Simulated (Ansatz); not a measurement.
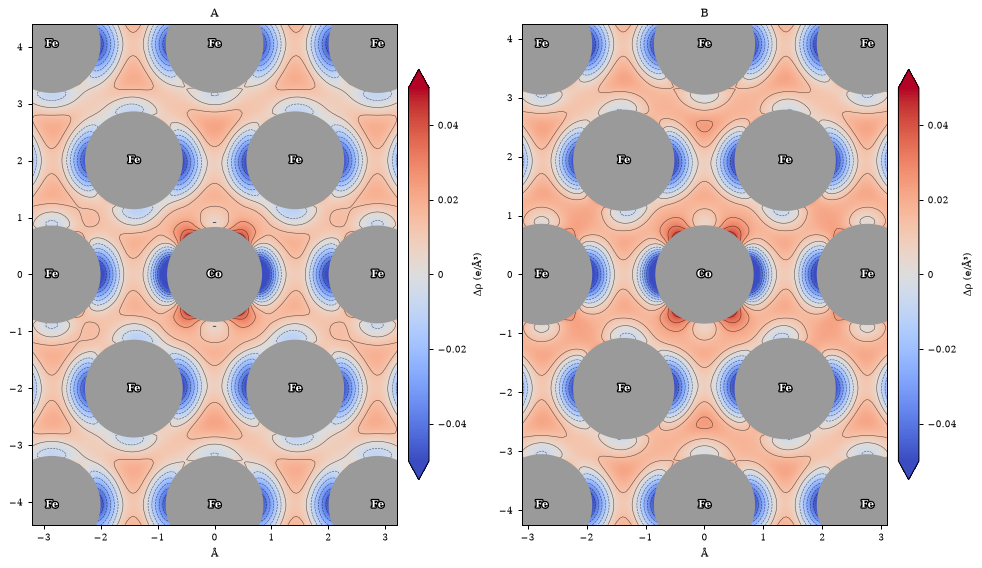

Fe₁₅Co: deformation density on the (011̄) plane of the conventional cell at two volumes, with the same fractional coordinates and one colour scale. Grey discs cover the cores. Panel B has 90 % of the volume of panel A.

Space group Pm-3m; spin-polarised. r2SCAN tends to overestimate the moments of metals. The cell comes from a database of computed structures, not from a measurement.

Level of theory: Ansatz 0.2.0, DFT r2SCAN, scalar-relativistic, plane waves, PAW.

### How do bonds, bonding charge and pressure respond to this change of volume?

From A to B, Co–Fe goes from 2.46 to 2.37 Å, and Δρ at its midpoint from +0.016 to +0.02 e/Å³.
- From A to B, Fe–Fe goes from 2.47 to 2.39 Å, and Δρ at its midpoint from +0.014 to +0.02 e/Å³.
- The pressure is 0 GPa in A and 21 GPa in B.
- The rearranged charge is 0.11 e an atom in A and 0.11 e in B.
- The net moment is 42.05 μB a cell in A and 39.00 μB in B.
